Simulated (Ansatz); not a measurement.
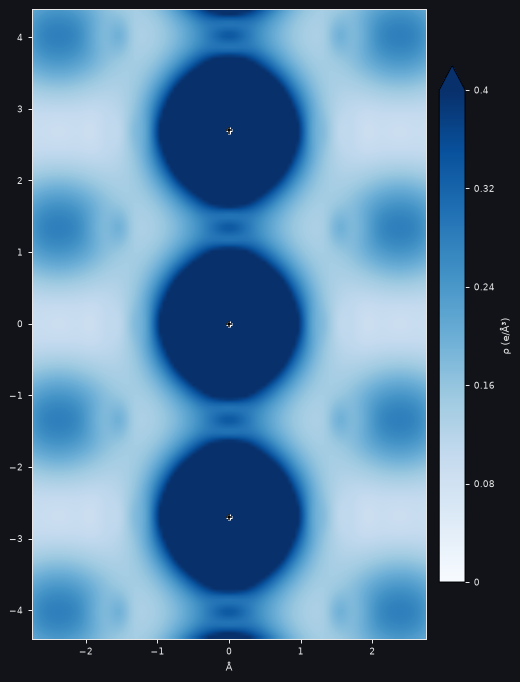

The valence electron density on a plane through atoms (crosses mark nuclei in the plane).

These are results of DFT, r2SCAN, plane waves (500 eV) with PAW, scalar-relativistic in Ansatz, not measurements.

Candidates:
A. Ge, a = 4.81 Å, b = 4.81 Å, c = 2.70 Å, α = 90.00°, β = 90.00°, γ = 120.00°. Space group P6/mmm; set up as Ge, omega (AlB2-type); a generated structure, not necessarily the stable one; changed on purpose from its base cell (volume × 0.96); computed pressure about 3 GPa in this cell.
B. Ca, a = 3.41 Å, b = 3.41 Å, c = 3.41 Å, α = 90.00°, β = 90.00°, γ = 90.00°. Space group Pm-3m; set up as Ca, simple cubic; a generated structure, not necessarily the stable one; changed on purpose from its base cell (volume × 0.92).
C. Co, a = 2.45 Å, b = 2.45 Å, c = 7.98 Å, α = 90.00°, β = 90.00°, γ = 120.00°. Space group P6₃/mmc; set up as Co, dhcp; a generated structure, not necessarily the stable one; changed on purpose from its base cell (volume × 1.04); computed pressure about −10 GPa in this cell; computed without spin polarisation.

Which candidate gave the map?

Candidate A: Ge on the (010) plane of the conventional cell, which holds Ge. Ge–Ge (2.70 Å): ρ at the midpoint is about 0.34 e/Å³, with its minimum of 0.3 e/Å³ about 1.2 Å from Ge.
